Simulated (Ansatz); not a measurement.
# Geometry relaxation, with input and output: Ta$_{16}$HN$_{16}$ (part 2 of 3)

Continued. System: Ta$_{16}$HN$_{16}$ (defect cell, 33 atoms in the cell). Method: DFT PBEsol, scalar-relativistic, plane waves, PAW, no spin polarisation (Ansatz 0.2.0); cutoff 420 eV, 5×5×5 k-mesh, Gaussian smearing of 0.1 eV. The structure derives from an entry of the Crystallography Open Database. It belongs to a series of runs on one base structure; here: H interstitial, charge +0, atoms relaxed at the host's cell.

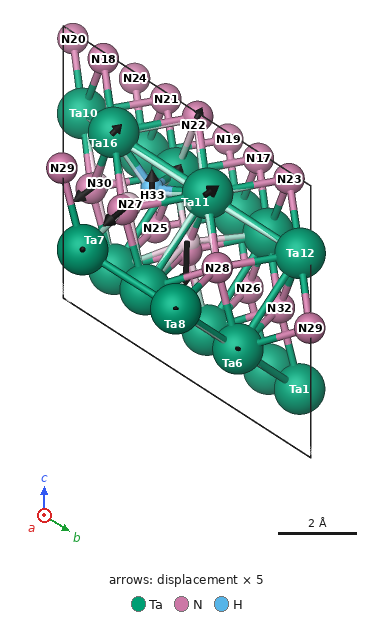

**Figure 1.** Start (faint) and end (solid) with the displacements as black arrows, magnified 5 times (ball-and-stick view of the cell of the calculation (origin shifted), along the a axis). After 4 geometry steps the energy has fallen by 1.512 eV per cell of the calculation. Largest force component: 3.9 eV/Å at the start, 0.0042 eV/Å at the end. N31 moves most: 0.26 Å. Largest moves by element: N 0.26 Å, H 0.13 Å, Ta 0.10 Å. The cell doesn't change. Distances before and after: Ta11–N31 2.034 → 2.290 Å, Ta11–N27 2.036 → 2.290 Å, Ta5–N31 2.393 → 2.165 Å, Ta7–N27 2.328 → 2.165 Å. Among the angles that change: Ta11–N31–Ta14 91.6° → 79.3°, Ta11–N27–Ta16 88.5° → 79.3°, Ta5–N31–Ta14 127.6° → 136.6°. (Atoms are counted from 1 in the order of the input.)

```
SCF converged after 5 iterations
Free energy (F): -163009.897920 eV
Harris-Foulkes:  -163009.897920 eV  (|F-HF|=2.54e-8)
Internal energy: -163009.866771 eV  (E = F + TS)
E sigma→0 (E₀):  -163009.882345 eV
Entropy (-TS):   -0.031149 eV (-0.944 meV/atom)
Fermi energy:    20.580604 eV
--- Per-component energies (eV) ---
  E_band       = -721.719418
  E_kinetic    = 8028.179315
  E_local      = -9412.854453  (includes V_loc(G=0)·N_el)
  E_nonlocal   = 1013.383229
  E_hartree    = 3171.829757
  E_xc         = -4463.539858
  E_vxc        = -4529.136670  (∫ρ·V_xc dr)
  E_paw        = -134330.474411  (= ΣΔE_a)
  E_vpaw       = -2164.953245  (= ΣTr[D̂ρ^β])
  E_aug_tail   = 0.002046  (compensation charges beyond the density's cutoff)
  E_ewald      = -27020.260320
  E_core_change = 3.867925  (= ΣΔE_core)
  E_smearing   = -0.031149  (= −TS)
  E_closure    = 0.000000  (closes the sum)
  Σ components = -163009.897920   (vs F -163009.897920, Δ=0.00e0)
--- Forces (eV/Å), atoms counted from 1 ---
  atom   1  Ta    -0.00257960     0.00087809    -0.00101049
  atom   2  Ta     0.00397999    -0.00198851    -0.00117331
  atom   3  Ta     0.00093670    -0.00030314    -0.00012397
  atom   4  Ta    -0.00042468    -0.00057475    -0.00017427
  atom   5  Ta    -0.00103335     0.00016373    -0.00093880
  atom   6  Ta     0.00089232     0.00096475    -0.00166219
  atom   7  Ta    -0.00062959     0.00058117    -0.00017768
  atom   8  Ta    -0.00203104    -0.00002753    -0.00206340
  atom   9  Ta     0.00147688    -0.00101637     0.00233880
  atom  10  Ta    -0.00169711     0.00101408     0.00010905
  atom  11  Ta    -0.00262203     0.00208632    -0.00097402
  atom  12  Ta     0.00003623    -0.00006945     0.00147592
  atom  13  Ta     0.00174465    -0.00082001     0.00068242
  atom  14  Ta    -0.00259072    -0.00052799    -0.00130828
  atom  15  Ta     0.00140903    -0.00126416     0.00114859
  atom  16  Ta    -0.00100749     0.00094082    -0.00134587
  atom  17  N     -0.00048897     0.00042333     0.00127804
  atom  18  N     -0.00015061    -0.00021360    -0.00088204
  atom  19  N      0.00077639     0.00060061     0.00044614
  atom  20  N      0.00060767    -0.00039133     0.00098497
  atom  21  N      0.00025358     0.00058847    -0.00057378
  atom  22  N      0.00141725    -0.00043277    -0.00416705
  atom  23  N     -0.00024398    -0.00075247     0.00011821
  atom  24  N     -0.00047577    -0.00005347     0.00090497
  atom  25  N      0.00184763     0.00107984     0.00193888
  atom  26  N     -0.00017471    -0.00078554    -0.00093948
  atom  27  N      0.00117576     0.00080326     0.00045476
  atom  28  N     -0.00086738     0.00055867     0.00113321
  atom  29  N      0.00061009     0.00066589    -0.00063146
  atom  30  N     -0.00114887     0.00063272     0.00184697
  atom  31  N     -0.00009530    -0.00043633     0.00052033
  atom  32  N     -0.00007479    -0.00199409     0.00140355
  atom  33  H      0.00117075    -0.00032658     0.00141418
  max |Σ_I F_I| component: 5.29e-5 eV/Å
--- Band table (eV; the first three rows and the last of 63) ---
  k-point 0: bands = ["-47.8305", "-47.7858", "-47.7827", "-47.7764", "-47.7331", "-47.7152", "-47.7009", "-47.6880", "-47.6865", "-47.6705", "-47.6680", "-47.6606", "-47.6599", "-47.6385", "-47.6235", "-47.6168", "-15.0986", "-15.0093", "-14.9431", "-14.8887", "-14.8475", "-14.7576", "-14.7187", "-14.7116", "-14.7050", "-14.6889", "-14.6827", "-14.6776", "-14.6765", "-14.6722", "-14.6650", "-14.6644", "-14.6593", "-14.6430", "-14.4425", "-14.4190", "-14.4177", "-14.4146", "-14.3989", "-14.3907",
      "-14.3902", "-14.3879", "-14.3874", "-14.3772", "-14.2933", "-14.2906", "-14.1590", "-14.1503", "-14.1230", "-14.1223", "-14.1017", "-14.0949", "-14.0929", "-14.0921", "-14.0762", "-14.0711", "-14.0311", "-13.9834", "-13.9705", "-13.9612", "-13.8581", "-13.8577", "-13.7901", "-13.7894", "2.7712", "4.2414", "4.7403", "4.7568", "4.7780", "4.8209", "4.8291", "4.8307", "4.8359", "4.8453", "4.8576", "4.9017", "5.2931", "5.3098", "5.3682", "6.0419",
      "10.6304", "11.2731", "12.0735", "12.5810", "12.6526", "12.7182", "13.1204", "13.1284", "13.1426", "13.1450", "13.1676", "13.1708", "13.2019", "13.6531", "13.8508", "13.9409", "13.9494", "14.4278", "14.6823", "14.7016", "14.7177", "14.7395", "14.7529", "14.7564", "14.7680", "14.7944", "14.8153", "14.8281", "14.8314", "14.9627", "14.9966", "15.5525", "15.5586", "15.8455", "16.1296", "16.2223", "16.2788", "16.2936", "16.3165", "16.3513",
      "16.3580", "16.3753", "16.3756", "16.3873", "16.4064", "16.5922", "16.9802", "17.4508", "17.6830", "18.3994", "18.5042", "18.5139", "18.8638", "18.9020", "18.9162", "18.9185", "18.9350", "18.9746", "19.0108", "19.5383", "19.7720", "19.8842", "19.9049", "20.2359", "20.2391", "20.7001", "21.0198", "21.0297", "21.0468", "21.1075", "21.2181", "21.2566", "21.2857", "21.3176", "21.3528", "21.3530", "21.3630", "21.4782", "21.5931", "22.9274",
      "23.4286", "23.7026", "24.4068", "24.4092", "24.4699", "24.4762", "24.4764", "24.4833", "24.5392", "24.5750", "24.6067", "24.6100", "24.7013", "24.9610", "25.1404", "25.1488", "25.1690", "25.2342"]
  k-point 1: bands = ["-47.8289", "-47.7862", "-47.7836", "-47.7774", "-47.7327", "-47.7150", "-47.7026", "-47.6923", "-47.6868", "-47.6676", "-47.6623", "-47.6596", "-47.6587", "-47.6409", "-47.6248", "-47.6176", "-15.0836", "-14.9661", "-14.9285", "-14.8778", "-14.8350", "-14.7689", "-14.7330", "-14.7190", "-14.7133", "-14.6990", "-14.6964", "-14.6763", "-14.6723", "-14.6555", "-14.6444", "-14.6348", "-14.6310", "-14.6132", "-14.5950", "-14.5900", "-14.5877", "-14.5845", "-14.3878", "-14.3800",
      "-14.3050", "-14.3012", "-14.2562", "-14.2077", "-14.1983", "-14.1706", "-14.1648", "-14.1557", "-14.1392", "-14.1320", "-14.1092", "-14.1065", "-14.0845", "-14.0820", "-14.0637", "-14.0540", "-14.0486", "-14.0357", "-14.0317", "-14.0309", "-13.8518", "-13.8514", "-13.7965", "-13.7958", "2.9733", "4.3812", "4.6155", "4.6426", "4.6590", "4.6730", "4.8658", "4.8932", "4.9173", "4.9429", "4.9544", "4.9772", "5.0365", "5.2791", "5.2811", "5.8277",
      "10.9208", "11.5834", "12.2107", "12.7699", "12.8192", "12.9449", "12.9957", "13.0158", "13.0240", "13.2601", "13.4904", "13.5024", "13.5055", "13.7084", "13.8122", "13.8604", "13.8628", "14.3080", "14.3956", "14.4153", "14.4230", "14.4479", "14.5082", "14.5384", "14.7705", "14.8861", "14.8899", "14.9079", "15.0090", "15.0409", "15.1507", "15.1900", "15.7069", "15.7194", "15.7367", "15.9492", "15.9690", "16.0147", "16.0309", "16.2925",
      "16.3330", "16.3458", "16.4390", "16.5019", "16.5034", "16.9604", "17.2961", "17.5505", "17.8163", "17.8922", "17.8950", "18.5305", "18.5939", "18.6047", "18.6231", "18.9352", "19.2269", "19.2736", "19.2793", "19.4621", "19.5494", "20.0153", "20.2556", "20.3795", "20.4151", "20.7698", "20.8281", "20.8564", "20.9472", "20.9974", "21.0302", "21.1722", "21.1746", "21.9320", "22.1066", "22.1627", "22.1859", "22.2073", "22.2878", "22.3804",
      "23.9284", "23.9549", "24.2893", "24.2944", "24.3478", "24.3953", "24.4985", "24.5021", "24.5942", "24.6204", "24.6730", "24.7654", "24.7753", "24.8329", "24.8613", "24.8887", "24.9634", "24.9721"]
  k-point 2: bands = ["-47.8263", "-47.7870", "-47.7852", "-47.7790", "-47.7320", "-47.7144", "-47.7055", "-47.6985", "-47.6838", "-47.6620", "-47.6584", "-47.6574", "-47.6558", "-47.6460", "-47.6268", "-47.6188", "-15.0482", "-14.9925", "-14.8717", "-14.8048", "-14.7892", "-14.7799", "-14.7782", "-14.7630", "-14.7528", "-14.7436", "-14.7380", "-14.7248", "-14.7195", "-14.7140", "-14.7051", "-14.6178", "-14.6173", "-14.5959", "-14.5865", "-14.4677", "-14.4641", "-14.4573", "-14.4367", "-14.3623",
      "-14.3534", "-14.3289", "-14.3275", "-14.2514", "-14.2370", "-14.2197", "-14.1611", "-14.1535", "-14.1426", "-14.1242", "-14.1033", "-14.0857", "-14.0773", "-14.0532", "-14.0476", "-14.0399", "-14.0367", "-14.0298", "-14.0293", "-14.0191", "-13.8357", "-13.8356", "-13.8127", "-13.8116", "3.5251", "4.2852", "4.5129", "4.5300", "4.5336", "4.5574", "4.7793", "4.9508", "4.9690", "5.0047", "5.0230", "5.0438", "5.0468", "5.1831", "5.1881", "5.3308",
      "11.3625", "12.4014", "12.7114", "13.0993", "13.1284", "13.1532", "13.1641", "13.1901", "13.2403", "13.4161", "13.5510", "13.5745", "13.5870", "13.6191", "13.6649", "13.8248", "13.8290", "13.8795", "14.0348", "14.0622", "14.1941", "14.2846", "14.3785", "14.3977", "14.4002", "14.6679", "14.7579", "14.7653", "14.7740", "14.9400", "15.3921", "15.4786", "15.6486", "15.6924", "15.7312", "15.7341", "15.7694", "15.9369", "15.9891", "16.2001",
      "16.2027", "16.3355", "16.4025", "16.4730", "16.4927", "16.5167", "16.9693", "16.9734", "17.2679", "18.0075", "18.3052", "18.3524", "18.3615", "18.4536", "18.8517", "19.0626", "19.4934", "19.5070", "19.5082", "19.5342", "19.5490", "19.6612", "19.7236", "20.6201", "21.0077", "21.2665", "21.3280", "21.3464", "21.3576", "21.4013", "21.4287", "21.4383", "21.4927", "21.5040", "22.1488", "22.2642", "22.4780", "22.6004", "22.6443", "22.6796",
      "23.8076", "23.8661", "23.8863", "23.9064", "24.1752", "24.5252", "24.5380", "24.5768", "24.6160", "24.6184", "24.6379", "24.6666", "24.6744", "24.7110", "25.0045", "25.0274", "25.0711", "25.1296"]
  k-point 62: bands = ["-47.8224", "-47.7916", "-47.7845", "-47.7686", "-47.7396", "-47.7254", "-47.6997", "-47.6899", "-47.6858", "-47.6767", "-47.6638", "-47.6571", "-47.6506", "-47.6445", "-47.6264", "-47.6102", "-15.0312", "-14.9661", "-14.9446", "-14.9292", "-14.9136", "-14.8783", "-14.8338", "-14.8218", "-14.7819", "-14.7057", "-14.6814", "-14.6632", "-14.6489", "-14.6433", "-14.6225", "-14.6096", "-14.5902", "-14.5377", "-14.5267", "-14.4777", "-14.4745", "-14.4514", "-14.3941", "-14.3355",
      "-14.3104", "-14.2966", "-14.2825", "-14.2560", "-14.2347", "-14.2101", "-14.1760", "-14.1525", "-14.1391", "-14.1264", "-14.1011", "-14.0849", "-14.0689", "-14.0518", "-14.0476", "-14.0428", "-14.0160", "-13.9963", "-13.9863", "-13.9660", "-13.9609", "-13.9403", "-13.9021", "-13.8368", "3.2505", "4.2112", "4.4446", "4.5470", "4.6047", "4.6497", "4.7438", "4.8422", "4.8501", "4.9246", "5.0197", "5.1441", "5.1741", "5.2984", "5.4267", "5.7184",
      "11.0478", "11.9163", "12.1772", "12.4898", "12.6441", "12.8016", "13.0272", "13.0571", "13.1753", "13.2631", "13.2810", "13.3373", "13.4207", "13.5727", "13.6359", "13.8301", "13.9260", "14.0446", "14.1296", "14.4350", "14.4931", "14.6591", "14.7955", "14.8126", "14.8311", "15.0497", "15.1815", "15.2596", "15.3347", "15.4161", "15.4861", "15.5390", "15.6045", "15.6641", "15.7442", "15.7645", "15.8294", "15.9611", "16.0618", "16.1939",
      "16.3104", "16.4408", "16.4706", "16.4938", "16.5163", "16.5431", "16.6616", "17.0256", "17.4466", "17.7536", "18.0214", "18.2880", "18.4812", "18.5715", "18.6610", "18.7936", "18.8947", "19.0186", "19.0431", "19.5414", "19.8308", "19.9648", "20.2709", "20.3718", "20.5233", "20.8218", "20.8939", "21.0930", "21.1894", "21.2345", "21.3707", "21.6721", "22.0092", "22.0231", "22.4127", "22.6268", "22.8218", "22.9083", "22.9246", "23.0505",
      "23.1737", "23.3425", "23.5955", "23.6656", "23.7845", "23.8650", "24.0249", "24.2510", "24.2646", "24.3912", "24.4087", "24.4214", "24.5464", "24.7170", "24.7632", "24.8442", "24.9579", "25.0334"]
```
